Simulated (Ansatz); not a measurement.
## HfO2: geometry relaxation

- system: HfO2 (Fm-3m, 3 atoms in the cell)
- method: DFT PBEsol, scalar-relativistic, plane waves, PAW, no spin polarisation (Ansatz 0.2.0)

The structure derives from an entry of the Crystallography Open Database.

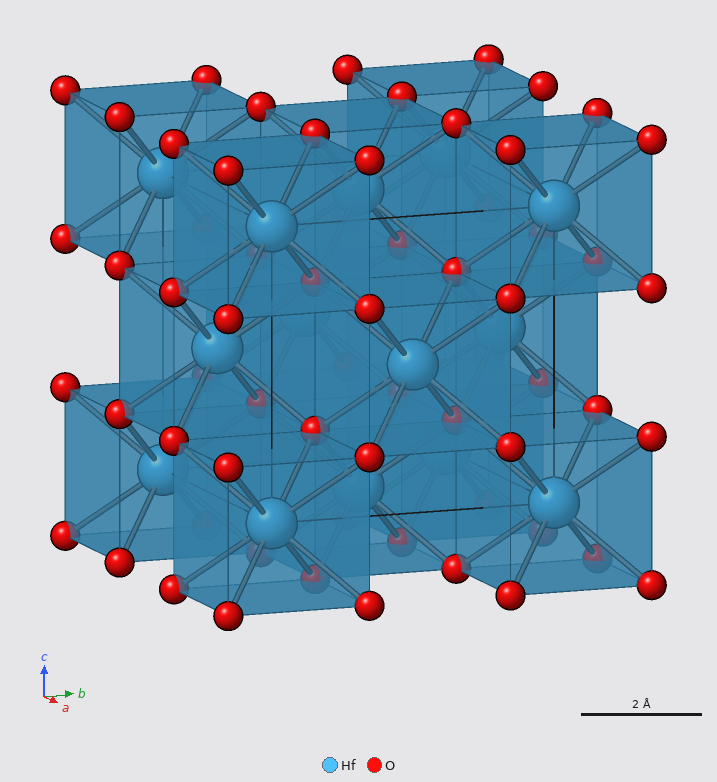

The starting structure (polyhedral view of the cell 4 times as large as that of the calculation, set on its symmetry axes, seen slightly off an axis; polyhedra are completed across the faces of the cell). An atom can appear more than once, as a periodic image.

Input file:
```yaml
crystal:
  lattice:
    - [0.0, 2.5234995086, 2.5234995086]
    - [2.5234995086, 0.0, 2.5234995086]
    - [2.5234995086, 2.5234995086, 0.0]
  atoms:
    - { symbol: Hf, position: [0.0, 0.0, 0.0] }
    - { symbol: O, position: [0.25, 0.25, 0.25] }
    - { symbol: O, position: [0.75, 0.75, 0.75] }
basis:
  ecutwfc: 420
kpoints:
  mp_grid: { grid: [8, 8, 8] }
hamiltonian:
  xc: pbesol
scf:
  occupations: { method: gaussian, width: 0.02 }
output:
  forces: true
  stress: true
  eigenvalues: true
relax:
  adjacent_minimum: "off"
  f_tol: 0.005
  max_steps: 80
  cell: { stress_tol: 0.05 }
```

Launch command:
```bash
ansatz run input.yaml --threads 4 --pin off --max-ram 11264MiB --backend cpu --events-out ev --progress --plain --runs-dir out
```

Output:
```
Engine: ansatz 0.2.0, x86_64-unknown-linux-gnu
Pseudopotentials: kind: paw
Pseudopotential: Hf, paw, valence charge 26, recommended cutoff 420 eV (normal), Hf.paw.azcp
Pseudopotential: O, paw, valence charge 6, recommended cutoff 420 eV (normal), O.paw.azcp
Functional definition: PBEsol
  exchange = pbesol_x
  correlation = pbesol_c
Crystal: 3 atoms, lattice volume = 32.140 Å³
Basis set: ecut = 420 eV, 609 PW (Γ), exchange–correlation on 48×48×48 points (8 copies of the dense FFT grid, shifted against one another)
Bands: 23, of which v1, the nominal top of the filled ones, is band 19 counted from 1 (18 counted from 0)
Symmetry: 48 space group operations
Space group: Fm-3m (ITA 225), of the structure as read, at distance tolerance 3.2e-5 Å
k-points: 29 of 512
Non-local potential: Hf, projectors of the file, l = 0: 3, l = 1: 2, l = 2: 2, l = 3: 3
Non-local potential: O, projectors of the file, l = 0: 2, l = 1: 2, l = 2: 1
PAW form: soft (Blöchl's): semilocal exchange-correlation on the pseudo side does not see the compensation charge
PAW frozen core: Hf, regenerated for the run's functional, and the local potential with it (the file was generated under x = pbe(κ = 0.804, μ = 0.2195149727645171), c = pbe(β = 0.06672455060314922))
PAW frozen core: O, regenerated for the run's functional, and the local potential with it (the file was generated under x = pbe(κ = 0.804, μ = 0.2195149727645171), c = pbe(β = 0.06672455060314922))
PAW one-centre angular grid: Hf, 590 points (default); XC on 64 Gauss nodes
PAW one-centre angular grid: O, 110 points (default); XC on 64 Gauss nodes
Initial density: superposition of atomic densities (neutral atoms: chi_scale 0, normalization atom), corrected by the library's trained network
Initial wavefunctions: pseudopotential atomic-orbital guess
Functional: x = pbesol(κ = 0.804, μ = 0.12345679012345678), c = pbesol(β = 0.046)
SCF iter   1: F=—  HF=-16725.091991 eV  |F-HF|=—  |Δ(HF+E_count)|=         —  Δρ=1.70e-2  dr2=7.30e-2  ethr=1.77e-3  ⟨swp⟩=5.1  Hψ=2497  notcnv=0
preconditioner: auto → none  [insulator: Δε(μ)=3.488 eV  Ē_g=18.190 eV  σ=0.020 eV  W_gap=1.00  n_scr=14 (ndim 8)  ℏωp=39.3 eV  f_vac=0.061  D(μ)=0.00/eV (n_scr^D=0)  ε∞_Penn≈5.7]
SCF iter   2: F=—  HF=-16725.080757 eV  |F-HF|=—  |Δ(HF+E_count)|=   1.12e-2  Δρ=1.02e-2  dr2=2.75e-2  ethr=1.92e-4  ⟨swp⟩=2.0  Hψ=1448  notcnv=0
SCF iter   3: F=—  HF=-16725.073241 eV  |F-HF|=—  |Δ(HF+E_count)|=   7.52e-3  Δρ=1.33e-3  dr2=2.36e-4  ethr=7.25e-5  ⟨swp⟩=2.0  Hψ=1182  notcnv=0
SCF iter   4: F=—  HF=-16725.073335 eV  |F-HF|=—  |Δ(HF+E_count)|=   9.38e-5  Δρ=5.36e-4  dr2=2.79e-5  ethr=6.20e-7  ⟨swp⟩=2.6  Hψ=1213  notcnv=0
SCF iter   5: F=—  HF=-16725.073326 eV  |F-HF|=—  |Δ(HF+E_count)|=   8.94e-6  Δρ=1.22e-4  dr2=1.46e-6  ethr=7.34e-8  ⟨swp⟩=2.6  Hψ=1222  notcnv=0
SCF iter   6: F=-16725.073328 eV  HF=-16725.073328 eV  |F-HF|=3.42e-9  |Δ(HF+E_count)|=   2.02e-6  Δρ=7.47e-6  dr2=8.56e-9  ethr=2.63e-10  ⟨swp⟩=5.8  Hψ=3230  notcnv=0
SCF 1 converged in 6 iterations: F = -16725.073328 eV  dr2 = 8.56e-9
  greatest PAW one-centre occupation: 0.999 electrons in one spin orbital (limit 2), on the Hf atom at site 0 (counted from 0), in its partial waves of l = 3
relax step   1: F+E_penalty+E_count = -16725.07332761 eV  Δ(F+E_penalty+E_count) = +0.000e0 eV  max|allowed force component| = 3.469e-18 eV/Å  Δτ_max = 0.0000 Å  P = -0.504 GPa  Ω = 32.140 Å³  (6 SCF iters, dr2 threshold 1.00e-7 eV, accepted)
Crystal: 3 atoms, lattice volume = 32.069 Å³
Initial density: handed on by an earlier stage of this run
Initial wavefunctions: those handed on with the density
iter 1 solved again at ethr=8.69e-8 eV; its pass at ethr=3.10e-3 eV (dr2=3.30e-5 eV) is discarded
SCF iter   1: F=—  HF=-16725.073879 eV  |F-HF|=—  |Δ(HF+E_count)|=         —  Δρ=2.99e-4  dr2=2.48e-5  ethr=8.69e-8  ⟨swp⟩=2.0  Hψ=3433  notcnv=0
preconditioner: auto → none  [insulator: Δε(μ)=3.690 eV  Ē_g=18.259 eV  σ=0.020 eV  W_gap=1.00  n_scr=14 (ndim 8)  ℏωp=39.3 eV  f_vac=0.061  D(μ)=0.00/eV (n_scr^D=0)  ε∞_Penn≈5.6]
SCF iter   2: F=—  HF=-16725.073839 eV  |F-HF|=—  |Δ(HF+E_count)|=   3.95e-5  Δρ=1.14e-4  dr2=4.13e-6  ethr=6.51e-8  ⟨swp⟩=2.0  Hψ=1102  notcnv=0
SCF iter   3: F=—  HF=-16725.073839 eV  |F-HF|=—  |Δ(HF+E_count)|=   6.70e-7  Δρ=6.84e-5  dr2=1.28e-6  ethr=1.09e-8  ⟨swp⟩=2.0  Hψ=1064  notcnv=0
SCF iter   4: F=-16725.073838 eV  HF=-16725.073838 eV  |F-HF|=2.04e-8  |Δ(HF+E_count)|=   2.13e-7  Δρ=1.47e-5  dr2=3.47e-8  ethr=7.89e-10  ⟨swp⟩=3.1  Hψ=2852  notcnv=0
SCF 2 converged in 4 iterations: F = -16725.073838 eV  dr2 = 3.47e-8
relax step   2: F+E_penalty+E_count = -16725.07383839 eV  Δ(F+E_penalty+E_count) = -5.108e-4 eV  max|allowed force component| = 8.288e-18 eV/Å  Δτ_max = 0.0000 Å  P = +0.094 GPa  Ω = 32.069 Å³  energy of the carried Pulay correction = +4.207e-4 eV  (4 SCF iters, dr2 threshold 3.00e-7 eV, accepted)
Crystal: 3 atoms, lattice volume = 32.080 Å³
iter 1 solved again at ethr=2.12e-9 eV; its pass at ethr=3.10e-3 eV (dr2=8.05e-7 eV) is discarded
SCF iter   1: F=—  HF=-16725.073809 eV  |F-HF|=—  |Δ(HF+E_count)|=         —  Δρ=5.31e-5  dr2=6.19e-7  ethr=2.12e-9  ⟨swp⟩=2.0  Hψ=3441  notcnv=0
preconditioner: auto → none  [insulator: Δε(μ)=3.688 eV  Ē_g=18.255 eV  σ=0.020 eV  W_gap=1.00  n_scr=14 (ndim 8)  ℏωp=39.3 eV  f_vac=0.061  D(μ)=0.00/eV (n_scr^D=0)  ε∞_Penn≈5.6]
SCF iter   2: F=—  HF=-16725.073775 eV  |F-HF|=—  |Δ(HF+E_count)|=   3.32e-5  Δρ=1.80e-5  dr2=1.19e-7  ethr=1.63e-9  ⟨swp⟩=2.0  Hψ=1102  notcnv=0
SCF iter   3: F=—  HF=-16725.073775 eV  |F-HF|=—  |Δ(HF+E_count)|=   3.06e-8  Δρ=1.01e-5  dr2=2.32e-8  ethr=3.14e-10  ⟨swp⟩=2.1  Hψ=1097  notcnv=0
SCF iter   4: F=-16725.073775 eV  HF=-16725.073775 eV  |F-HF|=1.46e-9  |Δ(HF+E_count)|=   6.62e-9  Δρ=2.98e-6  dr2=2.14e-9  ethr=5.83e-11  ⟨swp⟩=4.1  Hψ=2307  notcnv=0
SCF 3 converged in 4 iterations: F = -16725.073775 eV  dr2 = 2.14e-9
relax step   3: F+E_penalty+E_count = -16725.07377539 eV  Δ(F+E_penalty+E_count) = +6.300e-5 eV  max|allowed force component| = 1.446e-17 eV/Å  Δτ_max = 0.0000 Å  P = -0.001 GPa  Ω = 32.080 Å³  energy of the carried Pulay correction = +3.545e-4 eV  (4 SCF iters, dr2 threshold 2.22e-8 eV, accepted)
Initial wavefunctions: pseudopotential atomic-orbital guess (no wavefunctions were taken with the density)
iter 1 solved again at ethr=2.65e-8 eV; its pass at ethr=3.10e-3 eV (dr2=1.01e-5 eV) is discarded
SCF iter   1: F=—  HF=-16725.073290 eV  |F-HF|=—  |Δ(HF+E_count)|=         —  Δρ=2.83e-5  dr2=3.96e-8  ethr=2.65e-8  ⟨swp⟩=3.4  Hψ=4571  notcnv=0
preconditioner: auto → none  [insulator: Δε(μ)=3.688 eV  Ē_g=18.256 eV  σ=0.020 eV  W_gap=1.00  n_scr=14 (ndim 8)  ℏωp=39.3 eV  f_vac=0.061  D(μ)=0.00/eV (n_scr^D=0)  ε∞_Penn≈5.6]
SCF iter   2: F=—  HF=-16725.073255 eV  |F-HF|=—  |Δ(HF+E_count)|=   3.47e-5  Δρ=1.36e-5  dr2=1.30e-8  ethr=1.04e-10  ⟨swp⟩=2.2  Hψ=1246  notcnv=0
SCF iter   3: F=—  HF=-16725.073255 eV  |F-HF|=—  |Δ(HF+E_count)|=   8.01e-9  Δρ=6.61e-6  dr2=3.58e-9  ethr=3.42e-11  ⟨swp⟩=2.0  Hψ=1119  notcnv=0
SCF iter   4: F=—  HF=-16725.073255 eV  |F-HF|=—  |Δ(HF+E_count)|=   1.38e-9  Δρ=1.50e-6  dr2=3.54e-10  ethr=9.41e-12  ⟨swp⟩=2.0  Hψ=1102  notcnv=0
SCF iter   5: F=-16725.073255 eV  HF=-16725.073255 eV  |F-HF|=2.18e-11  |Δ(HF+E_count)|=  7.28e-12  Δρ=3.00e-7  dr2=1.00e-11  ethr=1.00e-12  ⟨swp⟩=4.9  Hψ=3702  notcnv=0
SCF 4 converged in 5 iterations: F = -16725.073255 eV  dr2 = 1.00e-11
relax step   4: F+E_penalty+E_count = -16725.07325497 eV  Δ(F+E_penalty+E_count) = +5.204e-4 eV  max|allowed force component| = 9.830e-18 eV/Å  Δτ_max = 0.0000 Å  P = -0.021 GPa  Ω = 32.080 Å³  stress off target by 2.05e-2 GPa  SCF on the basis re-selected at this cell (its energy is not comparable with the rows above)  (5 SCF iters)
```

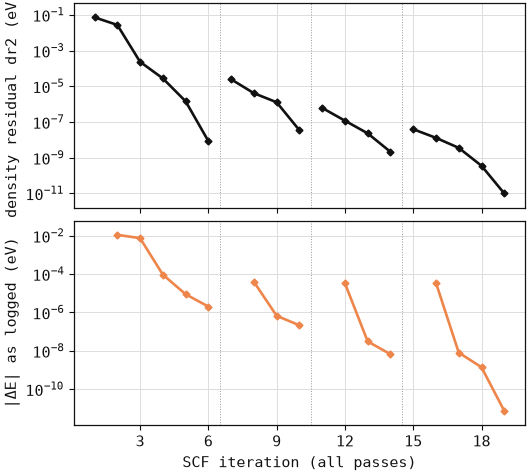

Convergence of the self-consistent field: density residual dr2 and size of the energy change against the SCF iteration. The dotted lines part the SCF passes of the relaxation: geometry steps, rejected trials and re-solves on a re-selected basis. The passes take 6, 4, 4 and 5 iterations.

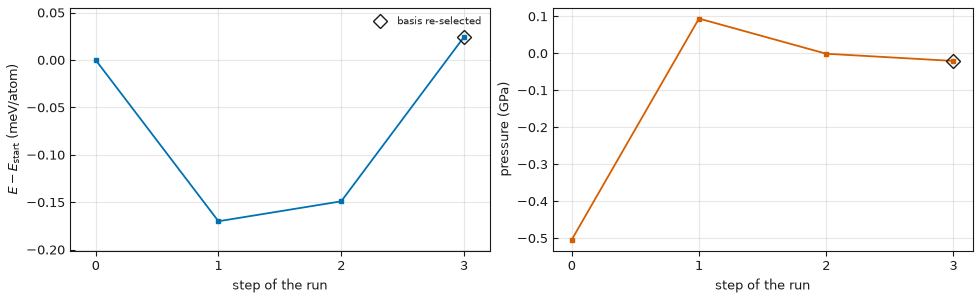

Progress of the relaxation, step by step (the first geometry is step 0 here and step 1 in the log). After 2 geometry steps the energy has fallen by 0.1 meV per atom. All forces vanish by symmetry, so only the cell relaxes. The pressure goes from −0.50 to −0.02 GPa. No atom moves by more than 0.005 Å relative to the cell. Cell: a = b = c 5.047 → 5.044 Å (−0.1 %). Volume −0.2 %. The space group stays Fm-3m (No. 225). A last SCF at the same geometry on a re-selected plane-wave basis shifts the energy by +0.2 meV per atom.

```
basis re-selected at this cell: Δ(F+E_penalty+E_count) = +5.204e-4 eV, ΔP = -0.020 GPa vs the last step (what re-selecting the basis moved, of the pressure what is left beyond the Pulay correction that the steps carried, after the strain that the cell walked since its last selection, with what the two solves' SCF thresholds leave and, on support functions, any second-order correction that the steps lacked; it is no measure of the basis error at this ecutwfc). This SCF's stress stands 2.05e-2 GPa from its target on what of the cell is left free (relax.cell.stress_tol is 5.00e-2 GPa) and its largest allowed force component is 9.83e-18 eV/Å (relax.f_tol is 5.00e-3 eV/Å): within both
SCF converged after 5 iterations
Free energy (F): -16725.073255 eV
Harris-Foulkes:  -16725.073255 eV  (|F-HF|=2.18e-11)
Internal energy: -16725.073255 eV  (E = F + TS)
E sigma→0 (E₀):  -16725.073255 eV
Fermi energy:    18.069484 eV
--- Per-component energies (eV) ---
  E_band       = 61.627982
  E_kinetic    = 771.859626
  E_local      = -5694.511142  (includes V_loc(G=0)·N_el)
  E_nonlocal   = -1140.845907
  E_hartree    = 2613.489495
  E_xc         = -443.741677
  E_vxc        = -453.546851  (∫ρ·V_xc dr)
  E_paw        = -7111.017926  (= ΣΔE_a)
  E_vpaw       = 1351.688140  (= ΣTr[D̂ρ^β])
  E_aug_tail   = 0.004965  (compensation charges beyond the density's cutoff)
  E_ewald      = -5721.632357
  E_core_change = 1.321667  (= ΣΔE_core)
  E_smearing   = -0.000000  (= −TS)
  E_closure    = -0.000000  (closes the sum)
  Σ components = -16725.073255   (vs F -16725.073255, Δ=0.00e0)
--- Forces (eV/Å), atoms counted from 1 ---
  atom   1  Hf    -0.00000000    -0.00000000     0.00000000
  atom   2  O      0.00000000     0.00000000     0.00000000
  atom   3  O      0.00000000    -0.00000000    -0.00000000
  max |Σ_I F_I| component: 6.94e-18 eV/Å
--- Stress (GPa, compression-positive) ---
       -0.020510      -0.000000      -0.000000
       -0.000000      -0.020510       0.000000
       -0.000000       0.000000      -0.020510
  P = ⅓ Tr σ = -0.0205 GPa (-0.205 kbar)
--- Band table (eV; the first three rows and the last of 29) ---
  k-point 0: bands = ["-44.6835", "-13.2422", "-13.2422", "-13.2422", "-2.6057", "0.3790", "5.4229", "5.4229", "5.4229", "5.4942", "5.4942", "5.4942", "5.7155", "10.6728", "10.6728", "10.6728", "15.5920", "15.5920", "15.5920", "20.0319", "20.0319", "21.9368", "26.8349"]
  k-point 1: bands = ["-44.6812", "-13.3184", "-13.2504", "-13.2504", "-2.3871", "0.2277", "5.4265", "5.4265", "5.4270", "5.4878", "5.4878", "5.4944", "5.6638", "10.8315", "10.8315", "11.1258", "15.1201", "15.2898", "15.2898", "20.3389", "20.3389", "22.5513", "26.0888"]
  k-point 2: bands = ["-44.6756", "-13.4943", "-13.2701", "-13.2701", "-1.8737", "-0.0762", "5.4334", "5.4334", "5.4400", "5.4755", "5.4755", "5.4948", "5.5750", "11.2176", "11.2176", "12.1545", "14.1851", "14.7506", "14.7506", "20.7931", "20.7931", "23.1922", "25.5225"]
  k-point 28: bands = ["-44.6626", "-13.5714", "-13.5714", "-13.3825", "-0.5675", "-0.5675", "5.4482", "5.4519", "5.4562", "5.4589", "5.4589", "5.4851", "5.4851", "10.7745", "10.9619", "13.5678", "13.5678", "14.7368", "16.0108", "20.9960", "21.3621", "23.3890", "23.3890"]
--- Relaxed structure (3 steps of the walk, 3 accepted, 1 SCFs on fresh bases) ---
  F+E_penalty+E_count = -16725.07325497 eV   max|allowed force component| = 9.830e-18 eV/Å   (the final SCF, on the basis selected at the relaxed cell)
  cell:  # Å, volume = 32.0805 Å³
    - [5.095372032895589e-35, 2.5219532046921636, 2.5219532046921636]
    - [2.5219532046921636, 3.901144212685686e-35, 2.5219532046921636]
    - [2.5219532046921636, 2.5219532046921636, -4.6972960928256213e-35]
  atoms:
    - { symbol: Hf, position: [1.7184585358103302e-35, -1.7724935551280213e-35, -8.244998637268405e-36] }
    - { symbol: O, position: [0.25, 0.25, 0.25] }
    - { symbol: O, position: [0.75, 0.75, 0.75] }
```

Trajectory as extended XYZ (Å, eV, eV/Å), 4 frames, from step=1 to step=4:
```
3
Lattice="0.0000 2.5235 2.5235 2.5235 0.0000 2.5235 2.5235 2.5235 0.0000" Properties=species:S:1:pos:R:3:forces:R:3 step=1 energy=-16725.07333 pressure_GPa=-0.50
Hf    0.0000    0.0000    0.0000    0.0000   0.0000   0.0000
O     1.2617    1.2617    1.2617    0.0000   0.0000   0.0000
O     3.7852    3.7852    3.7852    0.0000   0.0000   0.0000
3
Lattice="0.0000 2.5217 2.5217 2.5217 0.0000 2.5217 2.5217 2.5217 0.0000" Properties=species:S:1:pos:R:3:forces:R:3 step=2 energy=-16725.07384 pressure_GPa=0.09
Hf    0.0000    0.0000    0.0000    0.0000   0.0000   0.0000
O     1.2608    1.2608    1.2608    0.0000   0.0000   0.0000
O     3.7825    3.7825    3.7825    0.0000   0.0000   0.0000
3
Lattice="0.0000 2.5220 2.5220 2.5220 0.0000 2.5220 2.5220 2.5220 0.0000" Properties=species:S:1:pos:R:3:forces:R:3 step=3 energy=-16725.07378 pressure_GPa=-0.00
Hf    0.0000    0.0000    0.0000    0.0000   0.0000   0.0000
O     1.2610    1.2610    1.2610    0.0000   0.0000   0.0000
O     3.7829    3.7829    3.7829    0.0000   0.0000   0.0000
3
Lattice="0.0000 2.5220 2.5220 2.5220 0.0000 2.5220 2.5220 2.5220 0.0000" Properties=species:S:1:pos:R:3:forces:R:3 step=4 energy=-16725.07325 pressure_GPa=-0.02
Hf    0.0000    0.0000    0.0000    0.0000   0.0000   0.0000
O     1.2610    1.2610    1.2610    0.0000   0.0000   0.0000
O     3.7829    3.7829    3.7829    0.0000   0.0000   0.0000
```

Results in brief:

- outcome: converged
- space group (tolerance 0.01 Å): Fm-3m (225)
- electrons treated: 38
- free energy: −16725.0733 eV
- Fermi energy: 18.069 eV
- gap on the k-point mesh: 3.69 eV
- pressure: −0.02 GPa
- final volume: 32.08 Å³
- largest force (length of the vector) at the end: under 0.001 eV/Å
- final cell: a = 3.567 Å, b = 3.567 Å, c = 3.567 Å, α = 60.00°, β = 60.00°, γ = 60.00°
- hardware: 4 threads of Intel Xeon @ 2.90GHz (Ice Lake), 192 GiB of memory available, shared host
- wall time: 2.6 s (CPU time 7.3 s)
- peak memory: 0.38 GiB

Spin–orbit coupling is left out, which matters for Hf.
